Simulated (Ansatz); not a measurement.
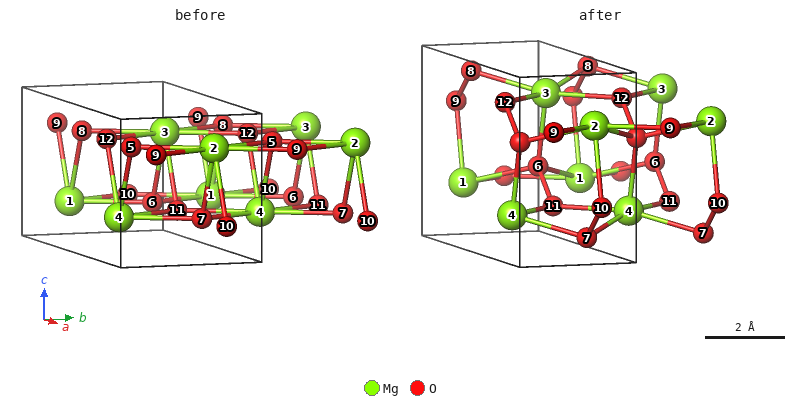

The structure of solid MgO2 (a generated structure, set up in Pnma) before (left) and after (right) a relaxation, at one scale.

Style: ball-and-stick. Shown: the cell of the calculation, repeated 1 × 2 × 1 with one cell outlined, slightly off an axis.

Case: Al → Mg on all its sites, cell and atoms relaxed.

The calculation used DFT PBEsol, scalar-relativistic, plane waves, PAW (Ansatz 0.2.0).

Input
```yaml
crystal:
  lattice:
    - [7.7285306407, 0.0, 0.0]
    - [0.0, 3.8116305552, 0.0]
    - [0.0, 0.0, 3.8186475552]
  atoms:
    - { symbol: Mg, position: [0.1249876547, 0.25, 1.2503406709] }
    - { symbol: Mg, position: [0.8750123453, 0.75, -0.2503406709] }
    - { symbol: Mg, position: [0.3750123453, 0.75, 0.7503406709] }
    - { symbol: Mg, position: [0.6249876547, 0.25, 0.2496593291] }
    - { symbol: O, position: [0.7498161603, 0.25, -0.2505519276] }
    - { symbol: O, position: [0.2501838397, 0.75, 1.2505519276] }
    - { symbol: O, position: [0.7501838397, 0.75, 0.2494480724] }
    - { symbol: O, position: [0.2498161603, 0.25, 0.7505519276] }
    - { symbol: O, position: [1.0001818913, 0.25, 0.7500425473] }
    - { symbol: O, position: [-0.0001818913, 0.75, 0.2499574527] }
    - { symbol: O, position: [0.4998181087, 0.75, 0.2500425473] }
    - { symbol: O, position: [0.5001818913, 0.25, 0.7499574527] }
basis:
  ecutwfc: 420
kpoints:
  mp_grid: { grid: [6, 10, 10] }
hamiltonian:
  xc: pbesol
scf:
  occupations: { method: gaussian, width: 0.1 }
output:
  forces: true
  stress: true
  eigenvalues: true
relax:
  adjacent_minimum: "off"
  f_tol: 0.01
  max_steps: 60
  cell: { stress_tol: 0.1 }
```

Launched with:
```bash
ansatz run input.yaml --threads 2 --pin off --max-ram 5120MiB --backend cpu --events-out ev --progress --plain --runs-dir out
```

> Summarise the run.

The energy falls by 3.847 eV per cell of the calculation in 31 accepted moves (34 points after the start). Largest force component: 0.013 eV/Å at the start, 0.00082 eV/Å at the end. Pressure: −0.21 GPa at the start and 0.00 GPa at the end. The SCF was repeated 3 times at an unchanged geometry on a basis and grid sized afresh for the cell, which shifted the energy by 0.516 eV per cell of the calculation at most. The largest moves relative to the cell, 0.78 Å, are those of O5, O6, O7 and O8. O8 goes along [−1 0 3]. Largest moves by element: O 0.78 Å, Mg 0.22 Å. Cell: a 7.729 → 7.622 Å (−1.4 %), b 3.812 → 3.151 Å (−17.3 %), c 3.819 → 4.885 Å (+27.9 %). Volume +4.3 %. Near-neighbour distances that change, for instance: Mg1–O8 2.140 → 3.004 Å, Mg1–O9 2.140 → 2.897 Å, O5–O12 1.929 → 1.475 Å, Mg1–O8 (another image) 2.138 → 2.039 Å. Bonds break, among them: Mg1–O8 (2.14 → 3.00 Å), Mg1–O9 (2.14 → 2.90 Å), Mg2–O10 (2.14 → 2.90 Å), Mg2–O7 (2.14 → 3.00 Å). Bond angles that change, for instance: O5–Mg2–O5 126.2° → 98.1°, Mg4–O7–Mg4 126.2° → 98.1°, O5–Mg2–O10 101.8° → 86.0°. The space group (tolerance 0.01 Å) goes from I4/mmm (No. 139) to Pnma (No. 62).
